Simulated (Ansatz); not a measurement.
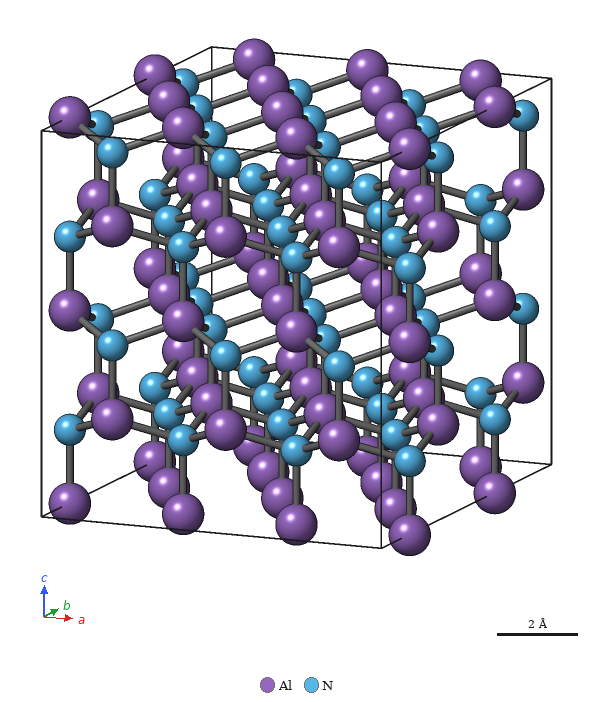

**Figure 1.** The input geometry (ball-and-stick view of the cell of the calculation, seen slightly off an axis).

**Geometry relaxation of Al₄₈N₄₈ (part 1 of 2)**

- system: Al₄₈N₄₈ (96 atoms in the cell)
- method: DFT, PBEsol, PAW, plane waves (Ansatz 0.2.0)

The structure was built on a prototype by a generator.

The program's output
```
Pseudopotentials: kind: paw
Functional definition: PBEsol
  exchange = pbesol_x
  correlation = pbesol_c
Crystal: 96 atoms, lattice volume = 1004.303 Å³
Basis set: ecut = 420 eV, 19611 PW (Γ), exchange–correlation on 128×150×144 points (8 copies of the dense FFT grid, shifted against one another)
Bands: 288, of which v1, the nominal top of the filled ones, is band 192 counted from 1 (191 counted from 0)
Symmetry: 96 space group operations
Space group: P63mc (ITA 186), of the structure as read, at distance tolerance 1.0e-4 Å
k-points: 1
Non-local potential: Al, projectors of the file, l = 0: 2, l = 1: 2, l = 2: 1
Non-local potential: N, projectors of the file, l = 0: 2, l = 1: 2, l = 2: 1
PAW form: soft (Blöchl's): semilocal exchange-correlation on the pseudo side does not see the compensation charge
PAW frozen core: Al, regenerated for the run's functional, and the local potential with it (the file was generated under x = pbe(κ = 0.804, μ = 0.2195149727645171), c = pbe(β = 0.06672455060314922))
PAW frozen core: N, regenerated for the run's functional, and the local potential with it (the file was generated under x = pbe(κ = 0.804, μ = 0.2195149727645171), c = pbe(β = 0.06672455060314922))
PAW one-centre angular grid: Al, 110 points (default); XC on 64 Gauss nodes
PAW one-centre angular grid: N, 110 points (default); XC on 64 Gauss nodes
Initial density: superposition of atomic densities (neutral atoms: chi_scale 0, normalization atom), corrected by the library's trained network
Initial wavefunctions: pseudopotential atomic-orbital guess
Functional: x = pbesol(κ = 0.804, μ = 0.12345679012345678), c = pbesol(β = 0.046)
SCF iter   1: F=—  HF=-43488.076838 eV  |F-HF|=—  |Δ(HF+E_count)|=         —  Δρ=1.17e-2  dr2=1.47e0  ethr=1.77e-3  ⟨swp⟩=6.0  Hψ=1271  notcnv=0  defer=32
preconditioner: auto → Resta (q_TF=auto, 2.324 Å⁻¹)  ε∞=4.1  [insulator: Δε(μ)=5.785 eV  Ē_g=12.964 eV  σ=0.010 eV  W_gap=1.00  n_scr=218 (ndim 8)  ℏωp=23.0 eV  f_vac=0.000  D(μ)=0.00/eV (n_scr^D=0)  ε∞_Penn≈4.1]
SCF iter   2: F=—  HF=-43487.644702 eV  |F-HF|=—  |Δ(HF+E_count)|=   4.32e-1  Δρ=2.00e-3  dr2=2.79e-2  ethr=3.84e-4  ⟨swp⟩=3.0  Hψ=462  notcnv=0  defer=88
SCF iter   3: F=—  HF=-43487.642384 eV  |F-HF|=—  |Δ(HF+E_count)|=   2.32e-3  Δρ=1.09e-3  dr2=8.29e-3  ethr=7.26e-6  ⟨swp⟩=1.0  Hψ=200  notcnv=0  defer=88
SCF iter   4: F=—  HF=-43487.641913 eV  |F-HF|=—  |Δ(HF+E_count)|=   4.71e-4  Δρ=1.02e-4  dr2=7.55e-5  ethr=2.16e-6  ⟨swp⟩=2.0  Hψ=336  notcnv=0  defer=88
SCF iter   5: F=—  HF=-43487.638877 eV  |F-HF|=—  |Δ(HF+E_count)|=   3.04e-3  Δρ=3.05e-5  dr2=6.69e-6  ethr=1.97e-8  ⟨swp⟩=2.0  Hψ=392  notcnv=0  defer=88
SCF iter   6: F=-43487.638876 eV  HF=-43487.638876 eV  |F-HF|=1.24e-8  |Δ(HF+E_count)|=   1.55e-6  Δρ=2.28e-6  dr2=5.20e-8  ethr=2.60e-11  ⟨swp⟩=11.0  Hψ=1620  notcnv=0
SCF 1 converged in 6 iterations: F = -43487.638876 eV  dr2 = 5.20e-8
  greatest PAW one-centre occupation: 0.786 electrons in one spin orbital (limit 2), on the N atom at site 95 (counted from 0), in its partial waves of l = 0
relax step   1: F+E_penalty+E_count = -43487.63887558 eV  Δ(F+E_penalty+E_count) = +0.000e0 eV  max|allowed force component| = 3.791e-2 eV/Å  Δτ_max = 0.0000 Å  P = -0.049 GPa  Ω = 1004.303 Å³  fix = [alpha, beta, gamma]  (6 SCF iters, dr2 threshold 1.00e-7 eV, accepted)
Crystal: 96 atoms, lattice volume = 1004.313 Å³
Basis set: ecut = 420 eV, 19643 PW (Γ), exchange–correlation on 128×150×144 points (8 copies of the dense FFT grid, shifted against one another)
Initial density: handed on by an earlier stage of this run
Initial wavefunctions: those handed on with the density
iter 1 solved again at ethr=9.33e-7 eV; its pass at ethr=3.10e-3 eV (dr2=3.58e-3 eV) is discarded
SCF iter   1: F=—  HF=-43487.677300 eV  |F-HF|=—  |Δ(HF+E_count)|=         —  Δρ=7.15e-4  dr2=4.63e-3  ethr=9.33e-7  ⟨swp⟩=5.0  Hψ=1362  notcnv=0
preconditioner: auto → Resta (q_TF=auto, 2.324 Å⁻¹)  ε∞=4.1  [insulator: Δε(μ)=5.904 eV  Ē_g=13.042 eV  σ=0.010 eV  W_gap=1.00  n_scr=220 (ndim 8)  ℏωp=23.0 eV  f_vac=0.000  D(μ)=0.00/eV (n_scr^D=0)  ε∞_Penn≈4.1]
SCF iter   2: F=—  HF=-43487.676405 eV  |F-HF|=—  |Δ(HF+E_count)|=   8.96e-4  Δρ=4.08e-4  dr2=1.58e-3  ethr=9.33e-7  ⟨swp⟩=1.0  Hψ=288  notcnv=0
SCF iter   3: F=—  HF=-43487.672869 eV  |F-HF|=—  |Δ(HF+E_count)|=   3.54e-3  Δρ=5.62e-5  dr2=2.61e-5  ethr=4.11e-7  ⟨swp⟩=2.0  Hψ=480  notcnv=0
SCF iter   4: F=-43487.672866 eV  HF=-43487.672867 eV  |F-HF|=7.73e-7  |Δ(HF+E_count)|=   2.38e-6  Δρ=2.02e-5  dr2=2.74e-6  ethr=7.89e-10  ⟨swp⟩=7.0  Hψ=1198  notcnv=0
SCF 2 converged in 4 iterations: F = -43487.672866 eV  dr2 = 2.74e-6
relax step   2: F+E_penalty+E_count = -43487.67286627 eV  Δ(F+E_penalty+E_count) = -3.399e-2 eV  max|allowed force component| = 2.851e-2 eV/Å  Δτ_max = 0.0042 Å  P = -0.027 GPa  Ω = 1004.313 Å³  energy of the carried Pulay correction = -3.146e-5 eV  fix = [alpha, beta, gamma]  (4 SCF iters, dr2 threshold 3.03e-6 eV, accepted)
Initial wavefunctions: pseudopotential atomic-orbital guess (no wavefunctions were taken with the density)
iter 1 solved again at ethr=4.25e-8 eV; its pass at ethr=3.10e-3 eV (dr2=1.63e-4 eV) is discarded
SCF iter   1: F=—  HF=-43487.676449 eV  |F-HF|=—  |Δ(HF+E_count)|=         —  Δρ=3.44e-5  dr2=3.76e-6  ethr=4.25e-8  ⟨swp⟩=6.0  Hψ=2258  notcnv=0
preconditioner: auto → Resta (q_TF=auto, 2.324 Å⁻¹)  ε∞=4.1  [insulator: Δε(μ)=5.905 eV  Ē_g=13.042 eV  σ=0.010 eV  W_gap=1.00  n_scr=220 (ndim 8)  ℏωp=23.0 eV  f_vac=0.000  D(μ)=0.00/eV (n_scr^D=0)  ε∞_Penn≈4.1]
SCF iter   2: F=—  HF=-43487.673259 eV  |F-HF|=—  |Δ(HF+E_count)|=   3.19e-3  Δρ=1.68e-5  dr2=6.85e-7  ethr=9.80e-10  ⟨swp⟩=2.0  Hψ=480  notcnv=0
SCF iter   3: F=—  HF=-43487.673260 eV  |F-HF|=—  |Δ(HF+E_count)|=   1.08e-6  Δρ=7.90e-6  dr2=1.95e-7  ethr=1.78e-10  ⟨swp⟩=1.0  Hψ=288  notcnv=0
SCF iter   4: F=—  HF=-43487.673260 eV  |F-HF|=—  |Δ(HF+E_count)|=   2.88e-7  Δρ=8.73e-7  dr2=2.20e-9  ethr=5.09e-11  ⟨swp⟩=2.0  Hψ=480  notcnv=0
relax step   3: F+E_penalty+E_count = -43487.67326008 eV  Δ(F+E_penalty+E_count) = -3.938e-4 eV  max|allowed force component| = 2.846e-2 eV/Å  Δτ_max = 0.0000 Å  P = -0.025 GPa  Ω = 1004.313 Å³  fix = [alpha, beta, gamma]  stress off target by 5.43e-2 GPa on what of the cell is left free  SCF on the basis re-selected at this cell (its energy is not comparable with the rows above)  (5 SCF iters)
Crystal: 96 atoms, lattice volume = 1004.279 Å³
Basis set: ecut = 420 eV, 19619 PW (Γ), exchange–correlation on 128×150×144 points (8 copies of the dense FFT grid, shifted against one another)
preconditioner: auto → Resta (q_TF=auto, 2.324 Å⁻¹)  ε∞=4.1  [insulator: Δε(μ)=5.896 eV  Ē_g=13.042 eV  σ=0.010 eV  W_gap=1.00  n_scr=220 (ndim 8)  ℏωp=23.0 eV  f_vac=0.000  D(μ)=0.00/eV (n_scr^D=0)  ε∞_Penn≈4.1]
relax step   4: F+E_penalty+E_count = -43487.67575274 eV  Δ(F+E_penalty+E_count) = -2.493e-3 eV  max|allowed force component| = 1.397e-2 eV/Å  Δτ_max = 0.0026 Å  P = -0.009 GPa  Ω = 1004.279 Å³  energy of the carried Pulay correction = -3.763e-5 eV  fix = [alpha, beta, gamma]  (5 SCF iters, dr2 threshold 7.36e-9 eV, accepted)
Crystal: 96 atoms, lattice volume = 1004.235 Å³
preconditioner: auto → Resta (q_TF=auto, 2.324 Å⁻¹)  ε∞=4.1  [insulator: Δε(μ)=5.895 eV  Ē_g=13.042 eV  σ=0.010 eV  W_gap=1.00  n_scr=220 (ndim 8)  ℏωp=23.0 eV  f_vac=0.000  D(μ)=0.00/eV (n_scr^D=0)  ε∞_Penn≈4.1]
SCF iter   4: F=—  HF=-43487.676411 eV  |F-HF|=—  |Δ(HF+E_count)|=  9.75e-10  Δρ=2.62e-6  dr2=5.44e-8  ethr=1.30e-11  ⟨swp⟩=7.0  Hψ=1008  notcnv=0
SCF iter   5: F=-43487.676411 eV  HF=-43487.676411 eV  |F-HF|=3.20e-9  |Δ(HF+E_count)|=   8.53e-9  Δρ=7.80e-7  dr2=4.64e-9  ethr=1.30e-11  ⟨swp⟩=3.0  Hψ=676  notcnv=0
SCF 5 converged in 5 iterations: F = -43487.676411 eV  dr2 = 4.64e-9
relax step   5: F+E_penalty+E_count = -43487.67641099 eV  Δ(F+E_penalty+E_count) = -6.583e-4 eV  max|allowed force component| = 7.104e-3 eV/Å  Δτ_max = 0.0006 Å  P = -0.000 GPa  Ω = 1004.235 Å³  energy of the carried Pulay correction = +1.052e-4 eV  fix = [alpha, beta, gamma]  (5 SCF iters, dr2 threshold 5.01e-8 eV, accepted)
Crystal: 96 atoms, lattice volume = 1004.256 Å³
iter 1 solved again at ethr=1.54e-8 eV; its pass at ethr=3.10e-3 eV (dr2=5.90e-5 eV) is discarded
SCF iter   1: F=—  HF=-43487.679829 eV  |F-HF|=—  |Δ(HF+E_count)|=         —  Δρ=9.47e-5  dr2=6.92e-5  ethr=1.54e-8  ⟨swp⟩=2.0  Hψ=986  notcnv=0
SCF iter   2: F=—  HF=-43487.676487 eV  |F-HF|=—  |Δ(HF+E_count)|=   3.34e-3  Δρ=4.55e-5  dr2=1.70e-5  ethr=1.54e-8  ⟨swp⟩=3.0  Hψ=496  notcnv=0
SCF iter   3: F=—  HF=-43487.676499 eV  |F-HF|=—  |Δ(HF+E_count)|=   1.20e-5  Δρ=5.30e-6  dr2=1.72e-7  ethr=4.43e-9  ⟨swp⟩=2.0  Hψ=416  notcnv=0
SCF iter   4: F=—  HF=-43487.676499 eV  |F-HF|=—  |Δ(HF+E_count)|=   1.23e-8  Δρ=2.46e-6  dr2=5.12e-8  ethr=4.54e-12  ⟨swp⟩=4.0  Hψ=820  notcnv=0
SCF iter   5: F=-43487.676499 eV  HF=-43487.676499 eV  |F-HF|=2.76e-10  |Δ(HF+E_count)|=   1.32e-8  Δρ=4.50e-7  dr2=1.77e-9  ethr=4.54e-12  ⟨swp⟩=3.0  Hψ=676  notcnv=0
SCF 6 converged in 5 iterations: F = -43487.676499 eV  dr2 = 1.77e-9
relax step   6: F+E_penalty+E_count = -43487.67649930 eV  Δ(F+E_penalty+E_count) = -8.831e-5 eV  max|allowed force component| = 4.169e-3 eV/Å  Δτ_max = 0.0006 Å  P = -0.004 GPa  Ω = 1004.256 Å³  energy of the carried Pulay correction = +4.776e-5 eV  fix = [alpha, beta, gamma]  (5 SCF iters, dr2 threshold 1.74e-8 eV, accepted)
iter 1 solved again at ethr=3.50e-8 eV; its pass at ethr=3.10e-3 eV (dr2=1.34e-4 eV) is discarded
SCF iter   1: F=—  HF=-43487.677642 eV  |F-HF|=—  |Δ(HF+E_count)|=         —  Δρ=9.26e-6  dr2=1.68e-7  ethr=3.50e-8  ⟨swp⟩=5.0  Hψ=2224  notcnv=0
SCF iter   2: F=—  HF=-43487.674335 eV  |F-HF|=—  |Δ(HF+E_count)|=   3.31e-3  Δρ=5.13e-6  dr2=6.88e-8  ethr=4.37e-11  ⟨swp⟩=3.0  Hψ=600  notcnv=0
SCF iter   3: F=—  HF=-43487.674335 eV  |F-HF|=—  |Δ(HF+E_count)|=   5.29e-8  Δρ=3.14e-6  dr2=1.65e-8  ethr=1.79e-11  ⟨swp⟩=2.0  Hψ=448  notcnv=0
SCF iter   4: F=—  HF=-43487.674335 eV  |F-HF|=—  |Δ(HF+E_count)|=   4.97e-8  Δρ=6.24e-7  dr2=1.05e-9  ethr=4.29e-12  ⟨swp⟩=2.0  Hψ=480  notcnv=0
SCF iter   5: F=-43487.674335 eV  HF=-43487.674335 eV  |F-HF|=2.91e-11  |Δ(HF+E_count)|=   1.64e-9  Δρ=4.85e-8  dr2=1.80e-11  ethr=1.00e-12  ⟨swp⟩=4.0  Hψ=858  notcnv=0
SCF 7 converged in 5 iterations: F = -43487.674335 eV  dr2 = 1.80e-11
relax step   7: F+E_penalty+E_count = -43487.67433516 eV  Δ(F+E_penalty+E_count) = +2.164e-3 eV  max|allowed force component| = 4.148e-3 eV/Å  Δτ_max = 0.0000 Å  P = -0.005 GPa  Ω = 1004.256 Å³  fix = [alpha, beta, gamma]  stress off target by 2.52e-2 GPa on what of the cell is left free  SCF on the basis re-selected at this cell (its energy is not comparable with the rows above)  (5 SCF iters)
```

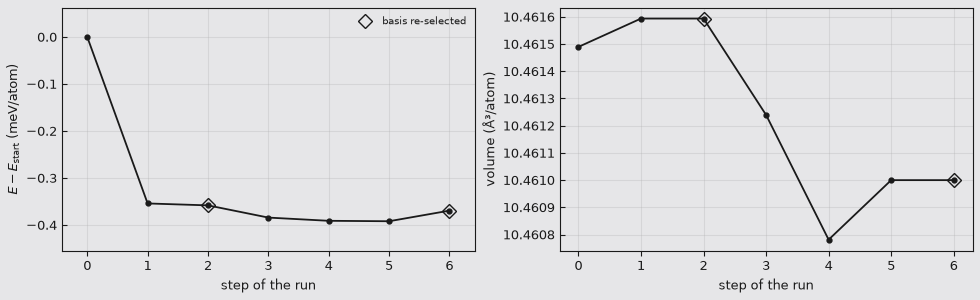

**Figure 2.** Progress of the relaxation, step by step (the first geometry is step 0 here and step 1 in the log).

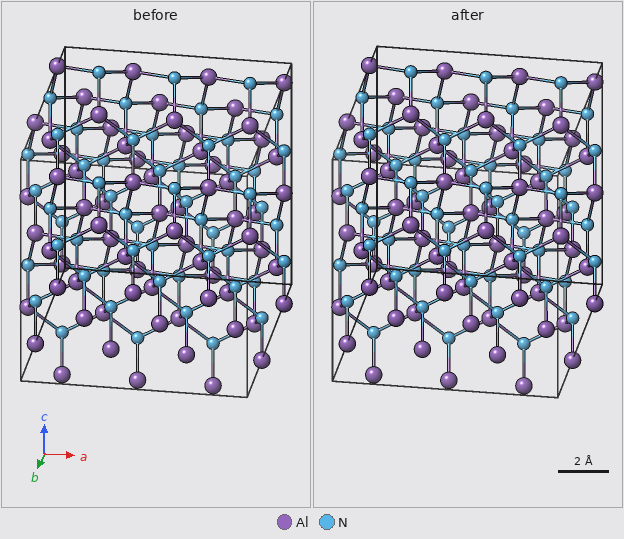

**Figure 3.** Before (left) and after (right) the relaxation, at one scale (ball-and-stick view of the cell of the calculation, seen at an oblique angle). The energy falls by 0.4 meV per atom in 4 geometry steps. Largest force component: 0.038 eV/Å at the start, 0.0041 eV/Å at the end. Pressure: −0.05 GPa at the start and −0.01 GPa at the end. 1 further SCF at an unchanged geometry re-selected the plane-wave basis for the new cell. The largest moves relative to the cell, 0.008 Å, are those of 48 atoms (N49, N50, N51, N52 and others). Largest moves by element: N 0.008 Å, Al 0.003 Å. The drawn cell changes at constant volume: a 9.341 → 9.291 Å (−0.5 %), b 10.787 → 10.818 Å (+0.3 %), c 9.967 → 9.993 Å (+0.3 %). The space group (tolerance 0.01 Å) goes from P6_3mc (No. 186) to Cmc2_1 (No. 36). The energy change given includes the shifts at the re-selections in mid-walk, which come without any move. A last SCF at the same geometry on a re-selected plane-wave basis shifts the energy by +0.0 meV per atom. (Atoms are counted from 1 in the order of the input.)

```
SCF converged after 5 iterations
Free energy (F): -43487.674335 eV
Harris-Foulkes:  -43487.674335 eV  (|F-HF|=2.91e-11)
Internal energy: -43487.674335 eV  (E = F + TS)
E sigma→0 (E₀):  -43487.674335 eV
Fermi energy:    9.451697 eV
--- Per-component energies (eV) ---
  E_band       = 676.169035
  E_kinetic    = 7612.484404
  E_local      = -10697.378077  (includes V_loc(G=0)·N_el)
  E_nonlocal   = 2672.876980
  E_hartree    = 3681.701842
  E_xc         = -4832.758497
  E_vxc        = -5157.706408  (∫ρ·V_xc dr)
  E_paw        = -27730.938094  (= ΣΔE_a)
  E_vpaw       = -1117.516193  (= ΣTr[D̂ρ^β])
  E_aug_tail   = 0.004505  (compensation charges beyond the density's cutoff)
  E_ewald      = -14195.934814
  E_core_change = 2.267417  (= ΣΔE_core)
  E_smearing   = -0.000000  (= −TS)
  E_closure    = 0.000000  (closes the sum)
  Σ components = -43487.674335   (vs F -43487.674335, Δ=0.00e0)
--- Forces (eV/Å), atoms counted from 1 ---
  atom   1  Al     0.00000000     0.00414803    -0.00079012
  atom   2  Al     0.00000000     0.00414803    -0.00079012
  atom   3  Al     0.00000000     0.00414803    -0.00079012
  atom   4  Al     0.00000000     0.00414803    -0.00079012
  atom   5  Al     0.00000000     0.00414803    -0.00079012
  atom   6  Al     0.00000000     0.00414803    -0.00079012
  atom   7  Al     0.00000000     0.00414803    -0.00079012
  atom   8  Al     0.00000000     0.00414803    -0.00079012
  atom   9  Al     0.00000000     0.00414803    -0.00079012
  atom  10  Al     0.00000000     0.00414803    -0.00079012
  atom  11  Al     0.00000000     0.00414803    -0.00079012
  atom  12  Al     0.00000000     0.00414803    -0.00079012
  atom  13  Al     0.00000000     0.00414803    -0.00079012
  atom  14  Al     0.00000000     0.00414803    -0.00079012
  atom  15  Al     0.00000000     0.00414803    -0.00079012
  atom  16  Al     0.00000000     0.00414803    -0.00079012
  atom  17  Al     0.00000000     0.00414803    -0.00079012
  atom  18  Al     0.00000000     0.00414803    -0.00079012
  atom  19  Al     0.00000000     0.00414803    -0.00079012
  atom  20  Al     0.00000000     0.00414803    -0.00079012
  atom  21  Al     0.00000000     0.00414803    -0.00079012
  atom  22  Al     0.00000000     0.00414803    -0.00079012
  atom  23  Al     0.00000000     0.00414803    -0.00079012
  atom  24  Al     0.00000000     0.00414803    -0.00079012
  atom  25  Al    -0.00000000    -0.00414803    -0.00079012
  atom  26  Al    -0.00000000    -0.00414803    -0.00079012
  atom  27  Al    -0.00000000    -0.00414803    -0.00079012
  atom  28  Al    -0.00000000    -0.00414803    -0.00079012
  atom  29  Al    -0.00000000    -0.00414803    -0.00079012
  atom  30  Al    -0.00000000    -0.00414803    -0.00079012
  atom  31  Al    -0.00000000    -0.00414803    -0.00079012
  atom  32  Al    -0.00000000    -0.00414803    -0.00079012
  atom  33  Al    -0.00000000    -0.00414803    -0.00079012
  atom  34  Al    -0.00000000    -0.00414803    -0.00079012
  atom  35  Al    -0.00000000    -0.00414803    -0.00079012
  atom  36  Al    -0.00000000    -0.00414803    -0.00079012
  atom  37  Al    -0.00000000    -0.00414803    -0.00079012
  atom  38  Al    -0.00000000    -0.00414803    -0.00079012
  atom  39  Al    -0.00000000    -0.00414803    -0.00079012
  atom  40  Al    -0.00000000    -0.00414803    -0.00079012
  atom  41  Al    -0.00000000    -0.00414803    -0.00079012
  atom  42  Al    -0.00000000    -0.00414803    -0.00079012
  atom  43  Al    -0.00000000    -0.00414803    -0.00079012
  atom  44  Al    -0.00000000    -0.00414803    -0.00079012
  atom  45  Al    -0.00000000    -0.00414803    -0.00079012
  atom  46  Al    -0.00000000    -0.00414803    -0.00079012
  atom  47  Al    -0.00000000    -0.00414803    -0.00079012
  atom  48  Al    -0.00000000    -0.00414803    -0.00079012
  atom  49  N     -0.00000000    -0.00345983     0.00079516
  atom  50  N     -0.00000000    -0.00345983     0.00079516
  atom  51  N     -0.00000000    -0.00345983     0.00079516
  atom  52  N     -0.00000000    -0.00345983     0.00079516
  atom  53  N     -0.00000000    -0.00345983     0.00079516
  atom  54  N     -0.00000000    -0.00345983     0.00079516
  atom  55  N     -0.00000000    -0.00345983     0.00079516
  atom  56  N     -0.00000000    -0.00345983     0.00079516
  atom  57  N     -0.00000000    -0.00345983     0.00079516
  atom  58  N     -0.00000000    -0.00345983     0.00079516
  atom  59  N     -0.00000000    -0.00345983     0.00079516
  atom  60  N     -0.00000000    -0.00345983     0.00079516
  atom  61  N     -0.00000000    -0.00345983     0.00079516
  atom  62  N     -0.00000000    -0.00345983     0.00079516
  atom  63  N     -0.00000000    -0.00345983     0.00079516
  atom  64  N     -0.00000000    -0.00345983     0.00079516
  atom  65  N     -0.00000000    -0.00345983     0.00079516
  atom  66  N     -0.00000000    -0.00345983     0.00079516
  atom  67  N     -0.00000000    -0.00345983     0.00079516
  atom  68  N     -0.00000000    -0.00345983     0.00079516
  atom  69  N     -0.00000000    -0.00345983     0.00079516
  atom  70  N     -0.00000000    -0.00345983     0.00079516
  atom  71  N     -0.00000000    -0.00345983     0.00079516
  atom  72  N     -0.00000000    -0.00345983     0.00079516
  atom  73  N      0.00000000     0.00345983     0.00079516
  atom  74  N      0.00000000     0.00345983     0.00079516
  atom  75  N      0.00000000     0.00345983     0.00079516
  atom  76  N      0.00000000     0.00345983     0.00079516
  atom  77  N      0.00000000     0.00345983     0.00079516
  atom  78  N      0.00000000     0.00345983     0.00079516
  atom  79  N      0.00000000     0.00345983     0.00079516
  atom  80  N      0.00000000     0.00345983     0.00079516
  atom  81  N      0.00000000     0.00345983     0.00079516
  atom  82  N      0.00000000     0.00345983     0.00079516
  atom  83  N      0.00000000     0.00345983     0.00079516
  atom  84  N      0.00000000     0.00345983     0.00079516
  atom  85  N      0.00000000     0.00345983     0.00079516
  atom  86  N      0.00000000     0.00345983     0.00079516
  atom  87  N      0.00000000     0.00345983     0.00079516
  atom  88  N      0.00000000     0.00345983     0.00079516
  atom  89  N      0.00000000     0.00345983     0.00079516
  atom  90  N      0.00000000     0.00345983     0.00079516
  atom  91  N      0.00000000     0.00345983     0.00079516
  atom  92  N      0.00000000     0.00345983     0.00079516
  atom  93  N      0.00000000     0.00345983     0.00079516
  atom  94  N      0.00000000     0.00345983     0.00079516
  atom  95  N      0.00000000     0.00345983     0.00079516
  atom  96  N      0.00000000     0.00345983     0.00079516
  max |Σ_I F_I| component: 2.42e-4 eV/Å
--- Stress (GPa, compression-positive) ---
       -0.025156       0.000000       0.000000
        0.000000       0.005494       0.000000
        0.000000       0.000000       0.003726
  P = ⅓ Tr σ = -0.0053 GPa (-0.053 kbar)
--- Band table (eV) ---
```
